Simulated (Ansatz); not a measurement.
# Geometry relaxation of AlCu₄ (part 2 of 2)

AlCu₄ (P2₁3, 20 atoms in the cell); DFT PBEsol, scalar-relativistic, plane waves, PAW, no spin polarisation (Ansatz 0.2.0); cutoff 420 eV, 6×6×6 k-mesh, Gaussian smearing of 0.1 eV. The structure derives from a Materials Project entry. It belongs to a series of runs on one base structure; here: volume × 0.97, shape and atoms relaxed.

Geometry of the input (Å; fractional positions):
```
6.1618  0.0000  0.0000
0.0000  6.1618  0.0000
0.0000  0.0000  6.1618
Al 0.4398  0.9398  0.5602
Al 0.9398  0.5602  0.4398
Al 0.5602  0.4398  0.9398
Al 0.0602  0.0602  0.0602
Cu 0.8088  0.3088  0.1912
Cu 0.3088  0.1912  0.8088
Cu 0.1912  0.8088  0.3088
Cu 0.6912  0.6912  0.6912
Cu 0.0472  0.8754  0.7008
Cu 0.2992  0.5472  0.6246
Cu 0.3754  0.7992  0.9528
Cu 0.5472  0.6246  0.2992
Cu 0.7992  0.9528  0.3754
Cu 0.8754  0.7008  0.0472
Cu 0.9528  0.3754  0.7992
Cu 0.7008  0.0472  0.8754
Cu 0.6246  0.2992  0.5472
Cu 0.4528  0.1246  0.2008
Cu 0.2008  0.4528  0.1246
Cu 0.1246  0.2008  0.4528
```

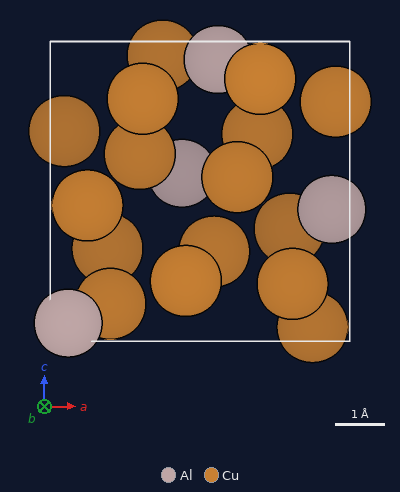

Fig. 1: The geometry at step 2 of the log (spheres-only view of the cell of the calculation, along the b axis).

**What the program printed, continued**
```
  k-point 0: bands = ["-97.2120", "-97.2120", "-97.2120", "-97.2120", "-96.6578", "-96.6533", "-96.6533", "-96.6533", "-96.6528", "-96.6528", "-96.6528", "-96.6502", "-96.6502", "-96.6502", "-96.6493", "-96.6493", "-54.7781", "-54.7781", "-54.7781", "-54.7774", "-54.7774", "-54.7773", "-54.7773", "-54.7773", "-54.6364", "-54.6358", "-54.6358", "-54.6358", "-54.2517", "-54.2517", "-54.2517", "-54.2464", "-54.2440", "-54.2440", "-54.2440", "-54.2420", "-54.2420", "-54.2315", "-54.2315", "-54.2315",
      "-54.2046", "-54.2046", "-54.2046", "-54.1994", "-54.1907", "-54.1907", "-54.1907", "-54.1834", "-54.1834", "-54.1810", "-54.1810", "-54.1810", "-54.1112", "-54.1078", "-54.1078", "-54.1078", "-54.0847", "-54.0847", "-54.0847", "-54.0746", "-54.0746", "-54.0677", "-54.0677", "-54.0677", "5.2614", "8.4403", "8.4403", "8.4403", "9.3235", "9.3235", "9.3235", "10.4793", "10.4793", "10.4793", "10.9101", "10.9101", "10.9101", "10.9398", "11.0281", "11.0281",
      "11.1784", "11.1784", "11.1784", "11.5144", "11.5816", "11.5816", "11.5816", "11.6415", "11.6415", "11.7695", "11.7851", "11.7851", "11.7851", "11.8735", "11.8735", "11.8735", "11.8749", "11.8749", "11.9967", "11.9967", "11.9967", "12.1914", "12.1914", "12.1914", "12.3007", "12.3007", "12.3007", "12.4278", "12.4814", "12.4814", "12.5857", "12.5857", "12.5857", "12.6897", "12.7109", "12.7109", "12.7109", "12.8124", "12.8124", "12.8124",
      "12.8708", "12.8708", "12.8708", "13.0226", "13.0226", "13.2228", "13.2228", "13.2228", "13.2692", "13.2784", "13.2784", "13.2784", "13.2973", "13.2973", "13.3622", "13.3622", "13.3622", "13.4681", "13.4681", "13.4681", "13.6029", "13.6029", "13.6129", "13.6129", "13.6129", "13.8401", "13.8401", "13.8401", "13.9609", "13.9609", "13.9609", "14.8930", "15.0170", "15.0170", "15.0170", "15.3547", "15.3547", "15.3547", "15.5428", "15.5428",
      "16.2043", "16.2043", "16.2043", "19.1006", "19.1006", "19.1006", "19.2423", "19.3493", "19.3493", "19.3493", "20.3525", "22.9554", "22.9554", "23.0310", "23.0310", "23.0310", "23.3528", "25.0947", "25.0947", "25.0947", "25.1826", "25.1826", "25.5350", "25.5350", "25.5350", "25.8337", "25.8337", "25.8337", "26.2590", "26.3034"]
  k-point 1: bands = ["-97.2120", "-97.2120", "-97.2120", "-97.2120", "-96.6576", "-96.6541", "-96.6534", "-96.6533", "-96.6527", "-96.6527", "-96.6520", "-96.6504", "-96.6504", "-96.6498", "-96.6493", "-96.6493", "-54.7782", "-54.7781", "-54.7780", "-54.7777", "-54.7774", "-54.7774", "-54.7772", "-54.7771", "-54.6363", "-54.6359", "-54.6358", "-54.6357", "-54.2522", "-54.2516", "-54.2513", "-54.2484", "-54.2439", "-54.2436", "-54.2424", "-54.2421", "-54.2414", "-54.2319", "-54.2315", "-54.2315",
      "-54.2055", "-54.2045", "-54.2034", "-54.2003", "-54.1924", "-54.1903", "-54.1887", "-54.1840", "-54.1836", "-54.1816", "-54.1806", "-54.1805", "-54.1131", "-54.1116", "-54.1048", "-54.1031", "-54.0867", "-54.0860", "-54.0828", "-54.0745", "-54.0744", "-54.0701", "-54.0675", "-54.0658", "5.3725", "7.7603", "8.5122", "8.7178", "9.2022", "9.3682", "9.8723", "10.1991", "10.4177", "10.5903", "10.6665", "10.8499", "10.8739", "10.9180", "10.9910", "11.1322",
      "11.2246", "11.2286", "11.2924", "11.5043", "11.5234", "11.5335", "11.6129", "11.6132", "11.6557", "11.7284", "11.7559", "11.7586", "11.8198", "11.8333", "11.8716", "11.8908", "11.9085", "11.9772", "11.9857", "12.0092", "12.0682", "12.1128", "12.2086", "12.2355", "12.2513", "12.3104", "12.3814", "12.4216", "12.4650", "12.5095", "12.5338", "12.5523", "12.5710", "12.6357", "12.6877", "12.7149", "12.7154", "12.8221", "12.8304", "12.8663",
      "12.8709", "12.9025", "12.9225", "13.0266", "13.0475", "13.1768", "13.1780", "13.2043", "13.2203", "13.2687", "13.2738", "13.2897", "13.3314", "13.3513", "13.3705", "13.3814", "13.3951", "13.4619", "13.4856", "13.4902", "13.5798", "13.6065", "13.6301", "13.6511", "13.6593", "13.7932", "13.8350", "13.8791", "13.9301", "13.9398", "14.0980", "14.4502", "14.5993", "14.8877", "14.9257", "15.1336", "15.1766", "15.5480", "15.6745", "16.0985",
      "16.1344", "16.7563", "17.1786", "18.2848", "18.4812", "18.5303", "19.0392", "19.9235", "20.2745", "20.2996", "21.0014", "21.4301", "23.0016", "23.0386", "23.1235", "23.1576", "23.8031", "24.0453", "24.0624", "24.2725", "24.6264", "24.8267", "25.0561", "25.4002", "25.4215", "25.5725", "25.9120", "26.1580", "26.1628", "26.5524"]
  k-point 2: bands = ["-97.2120", "-97.2120", "-97.2120", "-97.2120", "-96.6571", "-96.6552", "-96.6535", "-96.6534", "-96.6525", "-96.6522", "-96.6517", "-96.6508", "-96.6503", "-96.6495", "-96.6494", "-96.6493", "-54.7782", "-54.7780", "-54.7779", "-54.7778", "-54.7775", "-54.7775", "-54.7771", "-54.7770", "-54.6363", "-54.6361", "-54.6358", "-54.6357", "-54.2524", "-54.2515", "-54.2511", "-54.2504", "-54.2436", "-54.2429", "-54.2426", "-54.2422", "-54.2382", "-54.2332", "-54.2316", "-54.2316",
      "-54.2055", "-54.2042", "-54.2027", "-54.2021", "-54.1929", "-54.1906", "-54.1868", "-54.1845", "-54.1839", "-54.1823", "-54.1802", "-54.1802", "-54.1149", "-54.1142", "-54.1001", "-54.0986", "-54.0896", "-54.0890", "-54.0806", "-54.0754", "-54.0742", "-54.0722", "-54.0667", "-54.0651", "5.7019", "6.9469", "8.7041", "8.8711", "9.4225", "9.4614", "9.8163", "10.2495", "10.3186", "10.3509", "10.5227", "10.6389", "10.8074", "10.9792", "11.0084", "11.1310",
      "11.3375", "11.3605", "11.4131", "11.4902", "11.4912", "11.5275", "11.5548", "11.5722", "11.6236", "11.6444", "11.6838", "11.7236", "11.8352", "11.8355", "11.8937", "11.9606", "11.9982", "12.0005", "12.0210", "12.0318", "12.0885", "12.1305", "12.2093", "12.2983", "12.3006", "12.3568", "12.3630", "12.4243", "12.4282", "12.4516", "12.5307", "12.5571", "12.5757", "12.6159", "12.6482", "12.6695", "12.6771", "12.8163", "12.8649", "12.8706",
      "12.8987", "12.9314", "13.0353", "13.0616", "13.1192", "13.1303", "13.1666", "13.1974", "13.2270", "13.2765", "13.2841", "13.3088", "13.3405", "13.3646", "13.3765", "13.3892", "13.4369", "13.4374", "13.5057", "13.5212", "13.5465", "13.5688", "13.6821", "13.6908", "13.7052", "13.7411", "13.8064", "13.8293", "13.8870", "13.9511", "14.1212", "14.2314", "14.4429", "14.5066", "14.7803", "15.1444", "15.1890", "15.5354", "15.6771", "16.7819",
      "16.8155", "17.2189", "17.5673", "17.6408", "18.5653", "18.9241", "19.1564", "19.4051", "21.1600", "21.3700", "21.5267", "22.0620", "22.1991", "22.3533", "22.4879", "22.6640", "23.2488", "23.4022", "23.5702", "23.6359", "23.8590", "24.1727", "24.5949", "24.7130", "25.3628", "25.5640", "25.6940", "25.7183", "26.2389", "26.3955"]
  k-point 23: bands = ["-97.2120", "-97.2120", "-97.2120", "-97.2120", "-96.6550", "-96.6550", "-96.6550", "-96.6550", "-96.6520", "-96.6520", "-96.6520", "-96.6520", "-96.6492", "-96.6492", "-96.6492", "-96.6492", "-54.7780", "-54.7780", "-54.7780", "-54.7780", "-54.7773", "-54.7773", "-54.7773", "-54.7773", "-54.6359", "-54.6359", "-54.6359", "-54.6359", "-54.2514", "-54.2514", "-54.2514", "-54.2514", "-54.2424", "-54.2424", "-54.2424", "-54.2424", "-54.2339", "-54.2339", "-54.2339", "-54.2339",
      "-54.2049", "-54.2049", "-54.2049", "-54.2049", "-54.1848", "-54.1848", "-54.1848", "-54.1848", "-54.1845", "-54.1845", "-54.1845", "-54.1845", "-54.1098", "-54.1098", "-54.1098", "-54.1098", "-54.0765", "-54.0765", "-54.0765", "-54.0765", "-54.0738", "-54.0738", "-54.0738", "-54.0738", "7.6358", "7.6358", "7.6358", "7.6358", "8.6568", "8.6568", "8.6568", "8.6568", "10.7929", "10.7929", "10.7929", "10.7929", "10.9769", "10.9769", "10.9769", "10.9769",
      "11.3269", "11.3269", "11.3269", "11.3269", "11.6409", "11.6409", "11.6409", "11.6409", "11.7327", "11.7327", "11.7327", "11.7327", "11.8881", "11.8881", "11.8881", "11.8881", "12.1126", "12.1126", "12.1126", "12.1126", "12.3130", "12.3130", "12.3130", "12.3130", "12.3406", "12.3406", "12.3406", "12.3406", "12.5298", "12.5298", "12.5298", "12.5298", "12.6870", "12.6870", "12.6870", "12.6870", "12.8513", "12.8513", "12.8513", "12.8513",
      "12.9541", "12.9541", "12.9541", "12.9541", "13.0909", "13.0909", "13.0909", "13.0909", "13.2134", "13.2134", "13.2134", "13.2134", "13.3594", "13.3594", "13.3594", "13.3594", "13.4394", "13.4394", "13.4394", "13.4394", "13.5769", "13.5769", "13.5769", "13.5769", "13.7100", "13.7100", "13.7100", "13.7100", "13.9279", "13.9279", "13.9279", "13.9279", "16.1885", "16.1885", "16.1885", "16.1885", "16.4961", "16.4961", "16.4961", "16.4961",
      "18.2265", "18.2265", "18.2265", "18.2265", "18.7245", "18.7245", "18.7245", "18.7245", "19.7657", "19.7657", "19.7657", "19.7657", "19.9405", "19.9405", "19.9405", "19.9405", "24.2501", "24.2501", "24.2501", "24.2501", "24.9246", "24.9246", "24.9246", "24.9246", "25.3754", "25.3754", "25.3754", "25.3754", "26.2553", "26.2553"]
--- Relaxed structure (2 steps of the walk, 2 accepted, 0 SCFs on fresh bases) ---
  F+E_penalty+E_count = -107520.82311264 eV   max|allowed force component| = 7.762e-3 eV/Å
  atoms:
    - { symbol: Al, position: [0.43979354594543724, 0.9397935459454372, 0.5602064540545627] }
    - { symbol: Al, position: [0.9397935459454372, 0.5602064540545627, 0.43979354594543724] }
    - { symbol: Al, position: [0.5602064540545627, 0.43979354594543724, 0.9397935459454372] }
    - { symbol: Al, position: [0.06020645405456276, 0.06020645405456276, 0.06020645405456276] }
    - { symbol: Cu, position: [0.8088200390974785, 0.3088200390974785, 0.19117996090252146] }
    - { symbol: Cu, position: [0.3088200390974785, 0.19117996090252146, 0.8088200390974785] }
    - { symbol: Cu, position: [0.19117996090252146, 0.8088200390974785, 0.3088200390974785] }
    - { symbol: Cu, position: [0.6911799609025214, 0.6911799609025214, 0.6911799609025214] }
    - { symbol: Cu, position: [0.04717132321704937, 0.8753395767104701, 0.7009279843839786] }
    - { symbol: Cu, position: [0.29907201561602137, 0.5471713232170494, 0.62466042328953] }
    - { symbol: Cu, position: [0.37533957671046997, 0.7990720156160214, 0.9528286767829507] }
    - { symbol: Cu, position: [0.5471713232170494, 0.62466042328953, 0.29907201561602137] }
    - { symbol: Cu, position: [0.7990720156160214, 0.9528286767829507, 0.37533957671046997] }
    - { symbol: Cu, position: [0.8753395767104701, 0.7009279843839786, 0.04717132321704937] }
    - { symbol: Cu, position: [0.9528286767829507, 0.37533957671046997, 0.7990720156160214] }
    - { symbol: Cu, position: [0.7009279843839786, 0.04717132321704937, 0.8753395767104701] }
    - { symbol: Cu, position: [0.62466042328953, 0.29907201561602137, 0.5471713232170494] }
    - { symbol: Cu, position: [0.4528286767829506, 0.12466042328952999, 0.2009279843839786] }
    - { symbol: Cu, position: [0.2009279843839786, 0.4528286767829506, 0.12466042328952999] }
    - { symbol: Cu, position: [0.12466042328952999, 0.2009279843839786, 0.4528286767829506] }
```

**Trajectory as extended XYZ (Å, eV, eV/Å), 2 frames, from step=1 to step=2**
```
20
Lattice="6.1618 0.0000 0.0000 0.0000 6.1618 0.0000 0.0000 0.0000 6.1618" Properties=species:S:1:pos:R:3:forces:R:3 step=1 energy=-107520.82302
Al    2.7100    5.7909    3.4518    0.0028   0.0028  -0.0028
Al    5.7909    3.4518    2.7100    0.0028  -0.0028   0.0028
Al    3.4518    2.7100    5.7909   -0.0028   0.0028   0.0028
Al    0.3709    0.3709    0.3709   -0.0028  -0.0028  -0.0028
Cu    4.9834    1.9025    1.1784    0.0049   0.0049  -0.0049
Cu    1.9025    1.1784    4.9834    0.0049  -0.0049   0.0049
Cu    1.1784    4.9834    1.9025   -0.0049   0.0049   0.0049
Cu    4.2593    4.2593    4.2593   -0.0049  -0.0049  -0.0049
Cu    0.2910    5.3938    4.3185   -0.0040  -0.0013   0.0118
Cu    1.8433    3.3719    3.8489   -0.0118  -0.0040   0.0013
Cu    2.3129    4.9242    5.8708   -0.0013  -0.0118   0.0040
Cu    3.3719    3.8489    1.8433   -0.0040   0.0013  -0.0118
Cu    4.9242    5.8708    2.3129   -0.0118   0.0040  -0.0013
Cu    5.3938    4.3185    0.2910   -0.0013   0.0118  -0.0040
Cu    5.8708    2.3129    4.9242    0.0040  -0.0013  -0.0118
Cu    4.3185    0.2910    5.3938    0.0118  -0.0040  -0.0013
Cu    3.8489    1.8433    3.3719    0.0013  -0.0118  -0.0040
Cu    2.7899    0.7680    1.2376    0.0040   0.0013   0.0118
Cu    1.2376    2.7899    0.7680    0.0118   0.0040   0.0013
Cu    0.7680    1.2376    2.7899    0.0013   0.0118   0.0040
20
Lattice="6.1618 0.0000 0.0000 0.0000 6.1618 0.0000 0.0000 0.0000 6.1618" Properties=species:S:1:pos:R:3:forces:R:3 step=2 energy=-107520.82311
Al    2.7099    5.7908    3.4519    0.0015   0.0015  -0.0015
Al    5.7908    3.4519    2.7099    0.0015  -0.0015   0.0015
Al    3.4519    2.7099    5.7908   -0.0015   0.0015   0.0015
Al    0.3710    0.3710    0.3710   -0.0015  -0.0015  -0.0015
Cu    4.9838    1.9029    1.1780    0.0041   0.0041  -0.0041
Cu    1.9029    1.1780    4.9838    0.0041  -0.0041   0.0041
Cu    1.1780    4.9838    1.9029   -0.0041   0.0041   0.0041
Cu    4.2589    4.2589    4.2589   -0.0041  -0.0041  -0.0041
Cu    0.2907    5.3937    4.3190   -0.0026  -0.0010   0.0078
Cu    1.8428    3.3716    3.8490   -0.0078  -0.0026   0.0010
Cu    2.3128    4.9237    5.8711   -0.0010  -0.0078   0.0026
Cu    3.3716    3.8490    1.8428   -0.0026   0.0010  -0.0078
Cu    4.9237    5.8711    2.3128   -0.0078   0.0026  -0.0010
Cu    5.3937    4.3190    0.2907   -0.0010   0.0078  -0.0026
Cu    5.8711    2.3128    4.9237    0.0026  -0.0010  -0.0078
Cu    4.3190    0.2907    5.3937    0.0078  -0.0026  -0.0010
Cu    3.8490    1.8428    3.3716    0.0010  -0.0078  -0.0026
Cu    2.7902    0.7681    1.2381    0.0026   0.0010   0.0078
Cu    1.2381    2.7902    0.7681    0.0078   0.0026   0.0010
Cu    0.7681    1.2381    2.7902    0.0010   0.0078   0.0026
```

**Results in brief**

- outcome: converged
- space group (tolerance 0.01 Å): P2₁3 (198)
- electrons treated: 316
- free energy: −107520.8231 eV
- Fermi energy: 15.778 eV
- gap on the k-point mesh: none (metallic)
- pressure: 4.85 GPa
- final volume: 233.95 Å³
- largest force (length of the vector) at the end: 0.008 eV/Å
- final cell: a = 6.162 Å, b = 6.162 Å, c = 6.162 Å, α = 90.00°, β = 90.00°, γ = 90.00°
- hardware: 4 threads of AMD EPYC (Zen 5), 32 GiB of memory available, shared host
- wall time: 30 s (CPU time 1.9 min)
- peak memory: 1.7 GiB

**Notes**

Warnings of the run: the SCF threshold is looser than advised for the printed stress.
